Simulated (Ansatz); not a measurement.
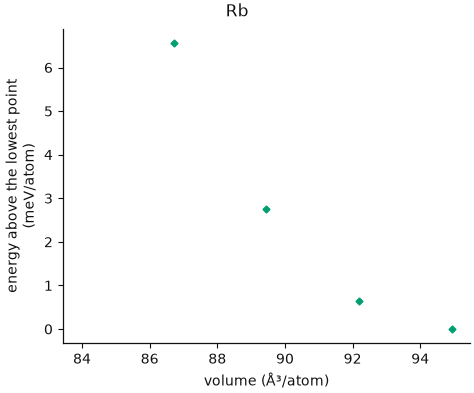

Plotted: energy above the lowest point against volume for Rb, space group Im-3m (No. 229) (one of a set of cubic test structures, which need not be the stable phase).

How it was computed, with Ansatz 0.2.0 development build: equation of state of a cubic crystal from periodic Kohn-Sham density functional theory without spin, third-order Birch-Murnaghan fit to the free energies; pressure corrected for the finite basis. Level: r2SCAN.

```csv
setting,value
structure type,bcc
atoms in cell,1
space group number,229
lattice centring,body-centred primitive
k mesh,9×9×9
occupation method,Fermi–Dirac
occupation width,0.1 eV
wave cutoff,500 eV
datasets,soft-1 PAW
density tolerance,1e-07 eV
bands,9
density cutoff ratio,4
search for lower states,default
```

The point at volume 83.98 Å³/atom is left out of the plot. What does the calculation give there?

```csv
volume (Å³/atom),energy above the lowest point (meV/atom)
83.98,12.3
```
